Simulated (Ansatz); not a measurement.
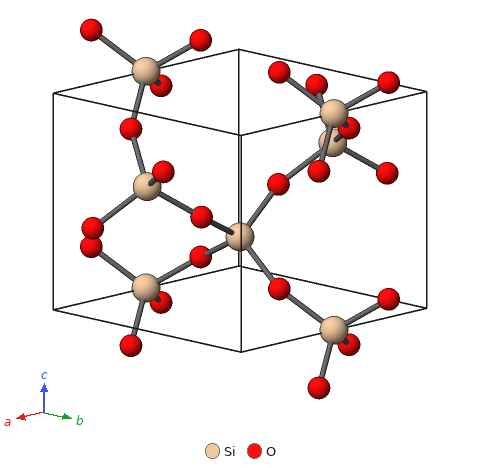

SiO2, space group P6_222 (No. 180), a = 5.058 Å, b = 5.058 Å, c = 5.542 Å, α = 90.00°, β = 90.00°, γ = 120.00°

| site | Wyckoff | x | y | z |
| --- | --- | --- | --- | --- |
| Si | 3c | 0.5000 | 0.0000 | 0.0000 |
| O | 6j | 0.4164 | 0.2082 | 0.1667 |

Source: the end point of a relaxation with Ansatz 0.2.0, DFT, PAW plane waves, r2scan.

### Compute the Voronoi cell of each site (no radii): faces and volume.

```json
{"site": "Si", "faces above 1 % of the sphere": "4", "volume (Å³)": "7.19", "solid angle by neighbour (%)": "O 100"}
{"site": "O", "faces above 1 % of the sphere": "13", "volume (Å³)": "16.87", "solid angle by neighbour (%)": "Si 50 O 50"}
```

Weighted by multiplicity the volumes add up to the cell volume, 122.8 Å³.

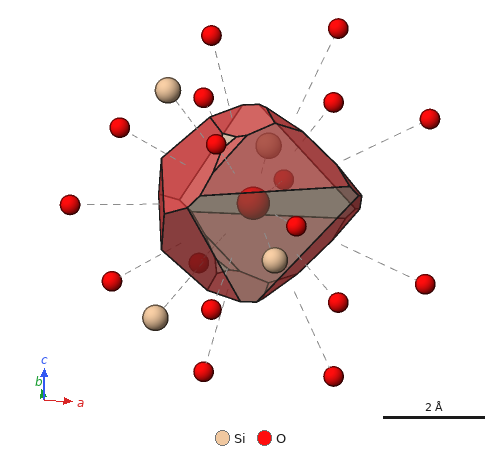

The computed Voronoi cell of O, with the neighbours that bound it.
